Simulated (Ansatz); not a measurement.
## Run report: Ta8N9, geometry relaxation (part 3 of 4)

Ta8N9 (slab, 34 atoms in the cell); DFT PBE+D3(BJ), scalar-relativistic, plane waves, PAW, no spin polarisation (Ansatz 0.2.0); cutoff 420 eV, 4×3×1 k-mesh, Gaussian smearing of 0.1 eV. The structure derives from an entry of the Crystallography Open Database. The input holds or restrains some coordinates. Forces given for the steps count only the free coordinates. It belongs to a series of runs on one base structure; here: 1 N2 a cell, flat, over a hollow Ta-N site.

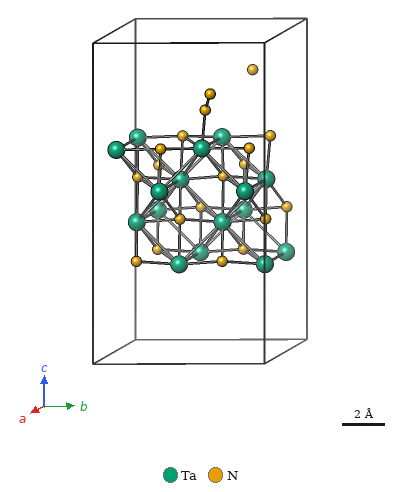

Fig. 1: The geometry at step 9 of the log (ball-and-stick view of the cell of the calculation, with the vacuum cut short, seen slightly off an axis).

### Output, continued
```
  k-point 2: bands = ["-64.7040", "-64.7017", "-64.6764", "-64.6758", "-64.6602", "-64.6298", "-64.5899", "-64.4592", "-64.3959", "-64.3681", "-64.3001", "-64.2712", "-64.2400", "-64.2135", "-64.2078", "-64.1830", "-31.6928", "-31.5869", "-31.5599", "-31.5303", "-31.5119", "-31.4911", "-31.4772", "-31.4492", "-31.4373", "-31.4230", "-31.3716", "-31.3497", "-31.3439", "-31.3387", "-31.3194", "-31.2962", "-31.2761", "-31.2615", "-31.2413", "-31.2105", "-31.1258", "-31.1130", "-31.0749", "-31.0619",
      "-31.0319", "-31.0230", "-30.9901", "-30.9686", "-30.9483", "-30.9417", "-30.8898", "-30.8824", "-30.7999", "-30.7908", "-30.7850", "-30.7776", "-30.7382", "-30.7355", "-30.6883", "-30.6789", "-30.6686", "-30.6610", "-30.6528", "-30.6260", "-30.6170", "-30.5431", "-30.5109", "-30.4637", "-20.0564", "-13.0218", "-12.0380", "-11.8698", "-11.8367", "-11.7160", "-11.6346", "-11.6042", "-11.5344", "-11.3096", "-10.9093", "-10.8917", "-10.8186", "-10.8000", "-10.4366", "-10.3582",
      "-10.3015", "-7.1329", "-4.1803", "-3.8728", "-3.7974", "-3.5732", "-3.5584", "-3.5426", "-3.2076", "-3.1798", "-3.1499", "-3.0639", "-3.0270", "-2.7905", "-2.7582", "-2.5986", "-2.4260", "-2.3424", "-2.3305", "-2.1826", "-2.1572", "-1.9089", "-1.7944", "-1.5252", "-1.4998", "-1.3849", "-1.2910", "-1.1877", "-1.1251", "-1.1096", "-0.9253", "-0.8159", "-0.7845", "-0.7521", "-0.7190", "-0.5852", "-0.5394", "-0.3850", "-0.1916", "-0.1304",
      "-0.0892", "-0.0486", "0.0683", "0.0917", "0.2025", "0.2651", "0.2949", "0.4217", "0.4916", "0.5417", "0.6029", "0.8292", "0.9163", "1.5413", "1.8606", "1.9878", "2.0899", "2.2797", "2.3431", "2.6027", "2.6681", "2.7593", "3.0586", "3.1187", "3.2400", "3.4058", "3.8432", "3.8972", "4.0014", "4.0230", "4.1015", "4.1252", "4.3329", "4.5708", "4.8445", "5.0752", "5.2420", "5.2694", "5.3330", "5.4597",
      "5.5420", "5.6892", "5.7578", "5.8345", "5.9768", "6.1002", "6.1955", "6.4676", "6.7201", "6.7850", "6.8414", "6.8664", "6.9252", "6.9693", "7.1386", "7.1671", "7.2763", "7.4308", "7.4999", "7.5390", "7.5705", "7.6671", "7.6995"]
  k-point 6: bands = ["-64.6925", "-64.6898", "-64.6893", "-64.6864", "-64.6461", "-64.6439", "-64.5883", "-64.4609", "-64.3830", "-64.3811", "-64.2870", "-64.2844", "-64.2270", "-64.2263", "-64.1982", "-64.1927", "-31.5353", "-31.5215", "-31.5113", "-31.5019", "-31.4789", "-31.4766", "-31.4490", "-31.4374", "-31.4133", "-31.3846", "-31.3769", "-31.3738", "-31.3455", "-31.3209", "-31.2724", "-31.2625", "-31.2383", "-31.2172", "-31.1610", "-31.1556", "-31.1234", "-31.1197", "-31.0948", "-31.0719",
      "-31.0237", "-31.0202", "-31.0159", "-31.0006", "-30.9946", "-30.9744", "-30.9460", "-30.9396", "-30.8613", "-30.8574", "-30.8107", "-30.8035", "-30.7446", "-30.7246", "-30.7228", "-30.7106", "-30.6901", "-30.6863", "-30.6770", "-30.6477", "-30.6259", "-30.6081", "-30.5582", "-30.5500", "-20.0563", "-12.5192", "-12.2641", "-12.0481", "-11.8341", "-11.6876", "-11.6605", "-11.5866", "-11.5255", "-11.1798", "-11.0412", "-10.9322", "-10.7710", "-10.6795", "-10.5488", "-10.4183",
      "-10.2840", "-7.1295", "-3.8755", "-3.8166", "-3.6228", "-3.4493", "-3.3249", "-3.2193", "-3.1925", "-3.1636", "-3.0988", "-2.9759", "-2.7869", "-2.7495", "-2.7019", "-2.5881", "-2.5478", "-2.2812", "-2.1816", "-2.1539", "-2.0912", "-1.9304", "-1.8583", "-1.7448", "-1.6069", "-1.4656", "-1.3163", "-1.2592", "-1.2161", "-1.1871", "-1.0117", "-0.9797", "-0.8909", "-0.6810", "-0.5771", "-0.5562", "-0.4859", "-0.3236", "-0.2668", "-0.2065",
      "-0.0446", "-0.0086", "0.0610", "0.0798", "0.1630", "0.1925", "0.2845", "0.3200", "0.4607", "0.5152", "0.5646", "0.6918", "0.8871", "1.8353", "2.0021", "2.1938", "2.4384", "2.4868", "2.6445", "2.6942", "2.8042", "2.9438", "2.9684", "3.0005", "3.1343", "3.2428", "3.4550", "3.6903", "3.7157", "3.7542", "3.7943", "3.8163", "4.2519", "4.8689", "4.9690", "5.0054", "5.0647", "5.1028", "5.2633", "5.3691",
      "5.4075", "5.5184", "5.5528", "5.6952", "5.7934", "5.9014", "6.0975", "6.2790", "6.3374", "6.4304", "6.5081", "6.5409", "6.7028", "6.8398", "6.9066", "7.0791", "7.1289", "7.2507", "7.3657", "7.4353", "7.4726", "7.5801", "7.6580"]
--- Relaxed structure (21 steps of the walk, 20 accepted, 0 SCFs on fresh bases) ---
  F+E_penalty+E_count = -165858.73230856 eV   max|allowed force component| = 1.570e-2 eV/Å
  atoms:
    - { symbol: Ta, position: [0.21596595849999994, 0.9319319171, 0.3329446584] }
    - { symbol: Ta, position: [0.21596595859999998, 0.4319319171, 0.3329446584] }
    - { symbol: Ta, position: [0.7159659585, 0.9319319171, 0.3329446584] }
    - { symbol: Ta, position: [0.7159659586, 0.4319319171, 0.3329446584] }
    - { symbol: N, position: [0.8591591502, 0.7183183005000001, 0.3461485805] }
    - { symbol: N, position: [0.8591591502000001, 0.21831830050000003, 0.3461485805] }
    - { symbol: N, position: [0.3591591502, 0.7183183005000001, 0.3461485805] }
    - { symbol: N, position: [0.3591591502, 0.21831830050000003, 0.3461485805] }
    - { symbol: Ta, position: [0.0751251087, 0.6502502175000001, 0.4121681906] }
    - { symbol: Ta, position: [0.0751251087, 0.1502502175, 0.4121681906] }
    - { symbol: Ta, position: [0.5751251087, 0.6502502175000001, 0.4121681906] }
    - { symbol: Ta, position: [0.5751251088, 0.1502502175, 0.4121681906] }
    - { symbol: N, position: [0.7183183005, 0.43663660100000007, 0.4253721127] }
    - { symbol: N, position: [0.7183183004999999, 0.936636601, 0.4253721127] }
    - { symbol: N, position: [0.2183183005, 0.43663660100000007, 0.4253721127] }
    - { symbol: N, position: [0.2183183004999999, 0.936636601, 0.4253721127] }
    - { symbol: Ta, position: [0.9351078908342667, 0.3711599558991436, 0.4921828239101897] }
    - { symbol: Ta, position: [0.9351756911991644, 0.8701803601437567, 0.4925027524672877] }
    - { symbol: Ta, position: [0.4360862775383143, 0.371060933992608, 0.4921502620216033] }
    - { symbol: Ta, position: [0.43533678369503387, 0.8702971091445549, 0.4926568417842294] }
    - { symbol: N, position: [0.5779878874649303, 0.15577894053308686, 0.5044739132446816] }
    - { symbol: N, position: [0.5766415948830762, 0.6553359554993621, 0.5060254153804697] }
    - { symbol: N, position: [0.07765317332753531, 0.15513481788031752, 0.5042606271170831] }
    - { symbol: N, position: [0.07900304680750705, 0.6553788312311268, 0.5060155799165442] }
    - { symbol: Ta, position: [0.7921033288544757, 0.08442715574756364, 0.5704502377102432] }
    - { symbol: Ta, position: [0.7920898661440542, 0.5842502778343207, 0.5726735050121312] }
    - { symbol: Ta, position: [0.2922772099109475, 0.08427887845355536, 0.5704004529314897] }
    - { symbol: Ta, position: [0.2876399598834922, 0.5754397048103527, 0.571053559523353] }
    - { symbol: N, position: [0.4483038840477355, 0.8964272261629915, 0.5817334329804308] }
    - { symbol: N, position: [0.43611674596962774, 0.38162944103379426, 0.5802820464313261] }
    - { symbol: N, position: [0.9481469433897267, 0.8965252529986257, 0.5814403918145807] }
    - { symbol: N, position: [0.9455886448707636, 0.38161176730969276, 0.5802422674134882] }
    - { symbol: N, position: [-0.19857433152622017, 0.5999399826938517, 0.7084755909890684] }
    - { symbol: N, position: [-0.20378751404396905, 0.59006955234706, 0.6618693554448477] }
```

### Trajectory as extended XYZ (Å, eV, eV/Å), 6 of the 21 frames kept, from step=1 to step=21
```
34
Lattice="5.8570 0.0000 0.0000 -2.9285 7.6762 0.0000 0.0000 0.0000 24.0280" Properties=species:S:1:pos:R:3:forces:R:3 step=1 energy=-165857.93045
Ta   -1.4643    7.1537    8.0000    0.0132   0.2611   0.3256
Ta    0.0000    3.3156    8.0000    0.0048   0.2550   0.3150
Ta    1.4643    7.1537    8.0000    0.0002   0.2439   0.2871
Ta    2.9285    3.3156    8.0000    0.0027   0.2641   0.3095
N     2.9285    5.5140    8.3173   -0.0004  -0.5186   0.4694
N     4.3928    1.6759    8.3173   -0.0027  -0.5118   0.4777
N     0.0000    5.5140    8.3173   -0.0063  -0.5131   0.4582
N     1.4643    1.6759    8.3173   -0.0023  -0.4962   0.4475
Ta   -1.4643    4.9915    9.9036   -0.0125   0.1791  -0.3782
Ta    0.0000    1.1534    9.9036   -0.0004   0.1771  -0.3402
Ta    1.4643    4.9915    9.9036    0.0103   0.1825  -0.3752
Ta    2.9285    1.1534    9.9036    0.0054   0.1804  -0.3429
N     2.9285    3.3517   10.2208   -0.0027   0.0605  -0.3767
N     1.4643    7.1898   10.2208   -0.0026   0.0565  -0.3973
N     0.0000    3.3517   10.2208   -0.0008   0.0403  -0.3753
N    -1.4643    7.1898   10.2208   -0.0033   0.0348  -0.3659
Ta    4.3931    2.8427   11.8319   -0.0107   0.1388   0.1212
Ta    2.9288    6.6808   11.8319    0.0247   0.0269  -0.0215
Ta    1.4646    2.8427   11.8319   -0.0323   0.0225  -0.0193
Ta    0.0003    6.6808   11.8319   -0.0071   0.0265  -0.0064
N     2.9291    1.1952   12.1384    0.0185  -0.0590   0.0170
N     1.4648    5.0333   12.1384    0.0006  -0.0813   0.0701
N     0.0006    1.1952   12.1384   -0.0120  -0.0686  -0.0009
N    -1.4637    5.0333   12.1384    0.0295  -0.0355   0.0628
Ta    4.3930    0.6170   13.7152    0.0251   0.0108   0.0180
Ta    2.9287    4.4551   13.7152   -0.0104   0.2961   0.0187
Ta    1.4644    0.6170   13.7152   -0.0143   0.0729   0.0068
Ta    0.0002    4.4551   13.7152    0.0527   0.1023  -0.1240
N     0.0001    6.8302   13.9784    0.0369  -0.0218  -0.1188
N     1.4643    2.9921   13.9784   -0.0840  -0.0909   0.0023
N     2.9286    6.8302   13.9784   -0.0730   0.1030  -0.2576
N     4.3929    2.9921   13.9784    0.0599  -0.1044  -0.1234
N    -1.4641    5.6427   16.4584    1.2293   0.1852   0.1805
N    -2.5317    5.3777   16.4584   -1.2364  -0.4205   0.0393
34
Lattice="5.8570 0.0000 0.0000 -2.9285 7.6762 0.0000 0.0000 0.0000 24.0280" Properties=species:S:1:pos:R:3:forces:R:3 step=5 energy=-165858.06799
Ta   -1.4643    7.1537    8.0000   -0.0029   0.2623   0.3067
Ta    0.0000    3.3156    8.0000    0.0053   0.2615   0.3158
Ta    1.4643    7.1537    8.0000    0.0082   0.2547   0.2973
Ta    2.9285    3.3156    8.0000    0.0083   0.2609   0.3149
N     2.9285    5.5140    8.3173   -0.0011  -0.5195   0.4675
N     4.3928    1.6759    8.3173   -0.0065  -0.5105   0.4708
N     0.0000    5.5140    8.3173   -0.0022  -0.5210   0.4621
N     1.4643    1.6759    8.3173    0.0032  -0.5066   0.4614
Ta   -1.4643    4.9915    9.9036   -0.0078   0.2039  -0.3967
Ta    0.0000    1.1534    9.9036   -0.0035   0.2383  -0.3669
Ta    1.4643    4.9915    9.9036    0.0120   0.1968  -0.3818
Ta    2.9285    1.1534    9.9036    0.0086   0.2440  -0.3401
N     2.9285    3.3517   10.2208   -0.0112   0.0787  -0.3662
N     1.4643    7.1898   10.2208   -0.0012   0.0666  -0.4084
N     0.0000    3.3517   10.2208    0.0018   0.0667  -0.3786
N    -1.4643    7.1898   10.2208    0.0016   0.0611  -0.3985
Ta    4.3933    2.8511   11.8357   -0.0231   0.0103  -0.0236
Ta    2.9298    6.6854   11.8287   -0.0111  -0.0149  -0.0027
Ta    1.4649    2.8471   11.8325    0.0567   0.0232   0.0042
Ta    0.0004    6.6857   11.8295    0.0004   0.0123   0.0036
N     2.9302    1.1974   12.1388   -0.0047  -0.0105  -0.0059
N     1.4656    5.0346   12.1416    0.0107   0.0029  -0.0071
N     0.0002    1.1969   12.1371    0.0065  -0.0176  -0.0130
N    -1.4623    5.0379   12.1416   -0.0413  -0.0284  -0.0023
Ta    4.3932    0.6262   13.7125   -0.0394   0.0243   0.0078
Ta    2.9279    4.4786   13.7256   -0.0108   0.0652   0.1615
Ta    1.4642    0.6267   13.7126    0.0290  -0.0045   0.0118
Ta    0.0055    4.4625   13.7031   -0.0195  -0.0225  -0.0298
N     0.0011    6.8334   13.9722   -0.0136   0.0066   0.0158
N     1.4601    2.9963   13.9751    0.0004  -0.0226  -0.0230
N     2.9263    6.8402   13.9659    0.0075  -0.0094   0.0140
N     4.3990    2.9947   13.9679    0.0164  -0.0415  -0.0171
N    -1.5547    5.4201   16.8174   -1.6935  -0.5502  -0.4867
N    -2.5197    5.0499   16.3758    1.7168   0.4395   0.3334
34
Lattice="5.8570 0.0000 0.0000 -2.9285 7.6762 0.0000 0.0000 0.0000 24.0280" Properties=species:S:1:pos:R:3:forces:R:3 step=9 energy=-165858.57557
Ta   -1.4643    7.1537    8.0000   -0.0085   0.2565   0.3113
Ta    0.0000    3.3156    8.0000    0.0014   0.2501   0.3240
Ta    1.4643    7.1537    8.0000    0.0009   0.2481   0.2948
Ta    2.9285    3.3156    8.0000   -0.0027   0.2454   0.3072
N     2.9285    5.5140    8.3173    0.0113  -0.5225   0.4992
N     4.3928    1.6759    8.3173   -0.0008  -0.4940   0.4419
N     0.0000    5.5140    8.3173   -0.0027  -0.5228   0.4711
N     1.4643    1.6759    8.3173    0.0032  -0.4873   0.4431
Ta   -1.4643    4.9915    9.9036   -0.0491   0.2359  -0.2471
Ta    0.0000    1.1534    9.9036    0.0063   0.1775  -0.3992
Ta    1.4643    4.9915    9.9036    0.0365   0.2256  -0.2589
Ta    2.9285    1.1534    9.9036    0.0062   0.1402  -0.3999
N     2.9285    3.3517   10.2208   -0.0520   0.1661  -0.4577
N     1.4643    7.1898   10.2208    0.0068   0.0605  -0.3749
N     0.0000    3.3517   10.2208    0.0283   0.0898  -0.4855
N    -1.4643    7.1898   10.2208    0.0003   0.0449  -0.3402
Ta    4.3894    2.8506   11.8238    0.0439   0.0879   0.0810
Ta    2.9312    6.6850   11.8375   -0.0074  -0.0656  -0.0130
Ta    1.4689    2.8482   11.8265   -0.0711   0.0912   0.0454
Ta    0.0006    6.6875   11.8413    0.0320  -0.1540  -0.0502
N     2.9278    1.2017   12.1227    0.0162  -0.0183   0.0008
N     1.4637    5.0303   12.1605   -0.0294   0.0099   0.0706
N     0.0027    1.1963   12.1173   -0.0032  -0.0152  -0.0005
N    -1.4631    5.0310   12.1588    0.0570   0.0332   0.0456
Ta    4.3895    0.6513   13.7078    0.1085  -0.0527  -0.0458
Ta    2.9435    4.4810   13.7753   -0.1060   0.2868  -0.1269
Ta    1.4717    0.6620   13.7140   -0.0766   0.0167  -0.0170
Ta   -0.0054    4.4220   13.7214   -0.0054   0.0481  -0.0200
N    -0.0010    6.8903   13.9790   -0.0339  -0.0656  -0.0100
N     1.4573    2.9539   13.9702   -0.0193  -0.1409  -0.0126
N     2.9318    6.8964   13.9683   -0.0178   0.0288  -0.0540
N     4.4288    2.9237   13.9286   -0.0066  -0.0869  -0.0105
N    -1.8014    5.3191   16.7325   -1.2433  -0.9617  -1.4849
N    -2.3142    4.8764   15.8053    1.3771   0.8448   1.4715
34
Lattice="5.8570 0.0000 0.0000 -2.9285 7.6762 0.0000 0.0000 0.0000 24.0280" Properties=species:S:1:pos:R:3:forces:R:3 step=13 energy=-165858.71493
Ta   -1.4643    7.1537    8.0000   -0.0042   0.2596   0.3038
Ta    0.0000    3.3156    8.0000   -0.0002   0.2498   0.3266
Ta    1.4643    7.1537    8.0000    0.0016   0.2568   0.2932
Ta    2.9285    3.3156    8.0000   -0.0013   0.2493   0.3218
N     2.9285    5.5140    8.3173    0.0072  -0.5246   0.4932
N     4.3928    1.6759    8.3173    0.0004  -0.4959   0.4443
N     0.0000    5.5140    8.3173    0.0007  -0.5225   0.4645
N     1.4643    1.6759    8.3173   -0.0001  -0.4901   0.4492
Ta   -1.4643    4.9915    9.9036   -0.0437   0.2002  -0.3072
Ta    0.0000    1.1534    9.9036    0.0150   0.1835  -0.4068
Ta    1.4643    4.9915    9.9036    0.0527   0.1924  -0.3174
Ta    2.9285    1.1534    9.9036    0.0053   0.1457  -0.3939
N     2.9285    3.3517   10.2208   -0.0364   0.1620  -0.4543
N     1.4643    7.1898   10.2208    0.0104   0.0444  -0.3988
N     0.0000    3.3517   10.2208    0.0230   0.0829  -0.4754
N    -1.4643    7.1898   10.2208    0.0178   0.0362  -0.3745
Ta    4.3909    2.8506   11.8264   -0.0119  -0.0022   0.0059
Ta    2.9333    6.6809   11.8321   -0.0048   0.0020   0.0023
Ta    1.4678    2.8496   11.8283    0.0133  -0.0177  -0.0048
Ta    0.0039    6.6804   11.8364    0.0018   0.0109   0.0041
N     2.9304    1.1963   12.1214   -0.0028   0.0048   0.0066
N     1.4616    5.0307   12.1601    0.0018  -0.0042  -0.0150
N     0.0038    1.1915   12.1166    0.0026   0.0004   0.0021
N    -1.4549    5.0320   12.1572    0.0144  -0.0056  -0.0141
Ta    4.3959    0.6413   13.7032   -0.0065   0.0066   0.0057
Ta    2.9404    4.4944   13.7599   -0.0054  -0.0196   0.0747
Ta    1.4714    0.6542   13.7074    0.0030   0.0013  -0.0068
Ta   -0.0024    4.4186   13.7199   -0.0103  -0.0204   0.0237
N     0.0007    6.8769   13.9740   -0.0026   0.0064   0.0150
N     1.4499    2.9414   13.9614    0.0025   0.0095  -0.0215
N     2.9367    6.8804   13.9663   -0.0106   0.0209   0.0014
N     4.4283    2.9234   13.9304    0.0113   0.0045  -0.0219
N    -2.4017    4.8604   16.9652   -0.0715  -0.0797  -0.1836
N    -2.5726    4.6588   15.8710    0.0273   0.0529   0.1584
```
